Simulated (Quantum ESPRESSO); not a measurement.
**GaAs (F-43m): phonon frequency against volume, with a fit**

Aim: the Grüneisen parameter and the pressure coefficient of an optical mode of GaAs (F-43m).

Calculated with Quantum ESPRESSO 7.5; DFT LDA, scalar-relativistic, plane waves, PseudoDojo norm-conserving pseudopotentials.

### Step 1. The relaxed structure

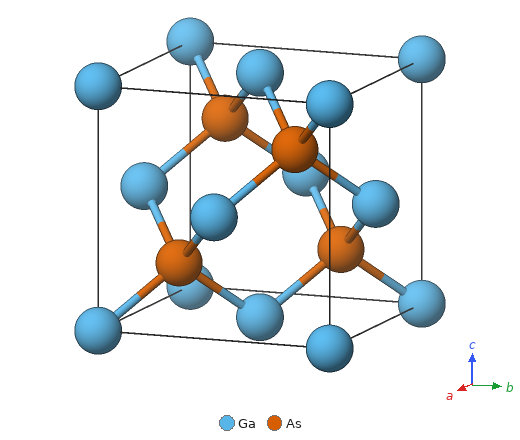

The cell as given, slightly off an axis (gallium blue, arsenic orange). This picture shows the conventional cell, with its axes. Bonds to atoms that aren't drawn are left out. Some periodic images of atoms are drawn too.

Structure file:

```
Ga As
1.0
    -2.80071    0.00000    2.80071
     0.00000    2.80071    2.80071
    -2.80071    2.80071    0.00000
Ga As
1 1
Cartesian
  0.0000 0.0000 0.0000
  -1.4004 1.4004 1.4004
```

This is the cell after its relaxation at this level of theory, not the database cell from which that began.

### Step 2. Runs at several volumes

The relaxed cell is scaled uniformly; in this structure symmetry fixes all atoms, so nothing has to be relaxed anew. Each volume gets a ground state and a response at Γ. The mode followed is the highest one without the macroscopic field, of symmetry T2; longitudinal polar modes lie higher. Cutoff 88 Ry, k mesh 8×8×8 with shifts.

From the response at V/V₀ = 0.97:

The program printed:

```text
[banners, grids, parts of the stress and lines that vanish by symmetry left out]
Program PHONON v.7.5
     Reading xml data from directory:

[...]
Exchange-correlation= PW
                           (   1   4   0   0   0   0   0)
[...]
kinetic-energy cut-off    =      88.0000  Ry
     charge density cut-off    =     352.0000  Ry
     convergence threshold     =      1.0E-18
[...]
Exchange-correlation= PW
                           (   1   4   0   0   0   0   0)
[...]
q = (   0.0000000   0.0000000   0.0000000 )
     25 Sym.Ops. (with q -> -q+G )
     G cutoff =  978.9449  (  31951 G-vectors)     FFT grid: ( 45, 45, 45)
     number of k points=    60
[...]
Mode symmetry, T_d (-43m)  point group:
[...]
Dielectric constant
[...]
End of electric fields calculation
          Dielectric constant in cartesian axis
          (      13.218445776      -0.000000000       0.000000000 )
          (       0.000000000      13.218445776       0.000000000 )
          (      -0.000000000      -0.000000000      13.218445776 )
          Effective charges (d Force / dE) in cartesian axis without acoustic sum rule applied (asr)
           atom    1  Ga    Mean Z*:        1.99734
      Ex  (        1.99734        0.00000        0.00000 )
      Ey  (        0.00000        1.99734        0.00000 )
      Ez  (        0.00000       -0.00000        1.99734 )
           atom    2  As    Mean Z*:       -2.00125
      Ex  (       -2.00125        0.00000       -0.00000 )
      Ey  (        0.00000       -2.00125       -0.00000 )
      Ez  (       -0.00000       -0.00000       -2.00125 )
          Effective charges Sum: Mean:       -0.00391
[...]
Effective charges (d Force / dE) in cartesian axis with asr applied:
           atom    1  Ga    Mean Z*:        1.99930
[...]
atom    2  As    Mean Z*:       -1.99930
[...]
Representation #   1 modes #   1   2   3
[...]
End of self-consistent calculation
     Convergence has been achieved
     Representation #   2 modes #   4   5   6
[...]
End of self-consistent calculation
     Convergence has been achieved
[...]
Dielectric constant in cartesian axis
          (      13.218445776      -0.000000000       0.000000000 )
          (       0.000000000      13.218445776       0.000000000 )
          (      -0.000000000      -0.000000000      13.218445776 )
          Effective charges (d Force / dE) in cartesian axis without acoustic sum rule applied (asr)
           atom    1  Ga    Mean Z*:        1.99734
      Ex  (        1.99734        0.00000        0.00000 )
      Ey  (        0.00000        1.99734        0.00000 )
      Ez  (        0.00000       -0.00000        1.99734 )
           atom    2  As    Mean Z*:       -2.00125
      Ex  (       -2.00125        0.00000       -0.00000 )
      Ey  (        0.00000       -2.00125       -0.00000 )
      Ez  (       -0.00000       -0.00000       -2.00125 )
          Effective charges Sum: Mean:       -0.00391
[...]
Effective charges (d Force / dE) in cartesian axis with asr applied:
           atom    1  Ga    Mean Z*:        1.99930
[...]
atom    2  As    Mean Z*:       -1.99930
[...]
q = (    0.000000000   0.000000000   0.000000000 )
[...]
freq (    1) =      -0.065789 [THz] =      -2.194477 [cm-1]
     freq (    2) =      -0.065789 [THz] =      -2.194477 [cm-1]
     freq (    3) =      -0.065789 [THz] =      -2.194477 [cm-1]
     freq (    4) =       8.368227 [THz] =     279.134005 [cm-1]
     freq (    5) =       8.368227 [THz] =     279.134005 [cm-1]
     freq (    6) =       8.368227 [THz] =     279.134005 [cm-1]
[...]
Mode symmetry, T_d (-43m)  point group:
     freq (   1-   3) =         -2.2  [cm-1]   --> T_2  G_15 P_4   I+R
     freq (   4-   6) =        279.1  [cm-1]   --> T_2  G_15 P_4   I+R

   JOB DONE.
```

One volume, V/V₀ = 1, is held back as a test.

```csv
V/V₀,volume (Å³/atom),pressure (GPa),ω (cm⁻¹)
0.97,21.310,2.43,279.13
1,21.969,0.00,held back
1.03,22.628,-2.05,259.36
```

### Step 3. The fit

The mode Grüneisen parameter is γ = −d ln ω / d ln V.

```csv
ln(V/V₀),ln ω
-0.0305,5.6317
0.0296,5.5582
```

A straight line through these points has the slope -1.224, so γ = 1.22; at V/V₀ = 1 it predicts ω = exp(5.5944 + 0.0000) = 268.92 cm⁻¹.

A parabola of pressure against ln V through V/V₀ = 0.97, 1 and 1.03 gives the bulk modulus B = −dP/d ln V = 74 GPa at V₀. With ω₀ from the fitted line the pressure coefficient follows as dω/dP = γ ω₀ / B = 1.22 × 268.9 / 74 = 4.42 cm⁻¹/GPa.

### Step 4. The run that was held back

The program printed:

```text
[banners, grids, parts of the stress and lines that vanish by symmetry left out]
[banner, memory and clock lines left out]
Program PHONON v.7.5

[...]
Exchange-correlation= PW
                           (   1   4   0   0   0   0   0)
[...]
kinetic-energy cut-off    =      88.0000  Ry
     charge density cut-off    =     352.0000  Ry
     convergence threshold     =      1.0E-18
[...]
Exchange-correlation= PW
                           (   1   4   0   0   0   0   0)
[...]
q = (   0.0000000   0.0000000   0.0000000 )
     25 Sym.Ops. (with q -> -q+G )
     G cutoff =  999.0267  (  33079 G-vectors)     FFT grid: ( 45, 45, 45)
     number of k points=    60
[...]
Mode symmetry, T_d (-43m)  point group:
[...]
Dielectric constant
[...]
End of electric fields calculation
          Dielectric constant in cartesian axis
          (      13.933377136      -0.000000000       0.000000000 )
          (      -0.000000000      13.933377136       0.000000000 )
          (       0.000000000       0.000000000      13.933377136 )
          Effective charges (d Force / dE) in cartesian axis without acoustic sum rule applied (asr)
           atom    1  Ga    Mean Z*:        2.05559
      Ex  (        2.05559       -0.00000       -0.00000 )
      Ey  (       -0.00000        2.05559        0.00000 )
      Ez  (       -0.00000        0.00000        2.05559 )
           atom    2  As    Mean Z*:       -2.06041
      Ex  (       -2.06041       -0.00000        0.00000 )
      Ey  (       -0.00000       -2.06041       -0.00000 )
      Ez  (        0.00000       -0.00000       -2.06041 )
[...]
Representation #   1 modes #   1   2   3
[...]
End of self-consistent calculation
     Convergence has been achieved
     Representation #   2 modes #   4   5   6
[...]
End of self-consistent calculation
     Convergence has been achieved
[...]
Dielectric constant in cartesian axis
          (      13.933377136      -0.000000000       0.000000000 )
          (      -0.000000000      13.933377136       0.000000000 )
          (       0.000000000       0.000000000      13.933377136 )
          Effective charges (d Force / dE) in cartesian axis without acoustic sum rule applied (asr)
           atom    1  Ga    Mean Z*:        2.05559
      Ex  (        2.05559       -0.00000       -0.00000 )
      Ey  (       -0.00000        2.05559        0.00000 )
      Ez  (       -0.00000        0.00000        2.05559 )
           atom    2  As    Mean Z*:       -2.06041
      Ex  (       -2.06041       -0.00000        0.00000 )
      Ey  (       -0.00000       -2.06041       -0.00000 )
      Ez  (        0.00000       -0.00000       -2.06041 )
          Effective charges Sum: Mean:       -0.00482
[...]
Effective charges (d Force / dE) in cartesian axis with asr applied:
           atom    1  Ga    Mean Z*:        2.05800
[...]
atom    2  As    Mean Z*:       -2.05800
[...]
q = (    0.000000000   0.000000000   0.000000000 )
[...]
freq (    1) =      -0.049732 [THz] =      -1.658868 [cm-1]
     freq (    2) =      -0.049732 [THz] =      -1.658868 [cm-1]
     freq (    3) =      -0.049732 [THz] =      -1.658868 [cm-1]
     freq (    4) =       8.063640 [THz] =     268.974086 [cm-1]
     freq (    5) =       8.063640 [THz] =     268.974086 [cm-1]
     freq (    6) =       8.063640 [THz] =     268.974086 [cm-1]
[...]
Mode symmetry, T_d (-43m)  point group:
     freq (   1-   3) =         -1.7  [cm-1]   --> T_2  G_15 P_4   I+R
     freq (   4-   6) =        269.0  [cm-1]   --> T_2  G_15 P_4   I+R
```

It gives 268.97 cm⁻¹ against the predicted 268.92 cm⁻¹, a miss of 0.05 cm⁻¹.

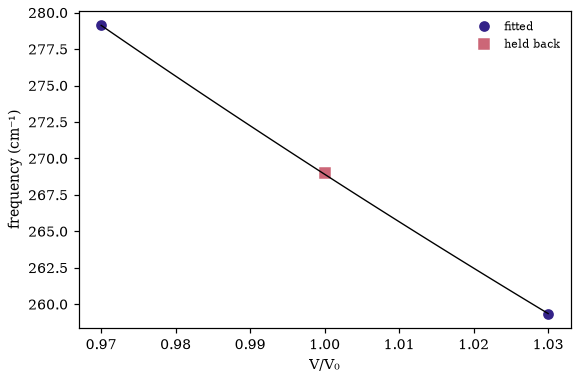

Frequency against volume, with the power-law fit.

### Step 5. Results

| Quantity | Value |
| --- | --- |
| mode Grüneisen parameter | 1.224 |
| bulk modulus | 74.4 GPa |
| pressure coefficient | 4.42 cm⁻¹/GPa |

In words: The highest optical mode of GaAs (F-43m) without the LO-TO term stiffens by 4.42 cm⁻¹ a GPa near the relaxed volume, with γ = 1.22. The power law meets all 3 runs within 0.03 %. Such a coefficient turns a measured shift of this mode into a hydrostatic stress; uniaxial or biaxial stress splits the mode and needs deformation potentials. These are harmonic values at zero temperature for the structure held cubic, which a run at Γ can't show to be stable; the bulk modulus rests on three points.

[Host names and launcher messages were left out of these logs when they were recorded.]

[Logs are printed without paths, hosts, clocks, repeated set-up lines and the standing remarks that a program may print on its own settings, such as how far it seeks lower states.]

[Hosts, paths, dates, database ids (printed as entryN), source tags and the programs' standing remarks are cut or masked in the printed files.]
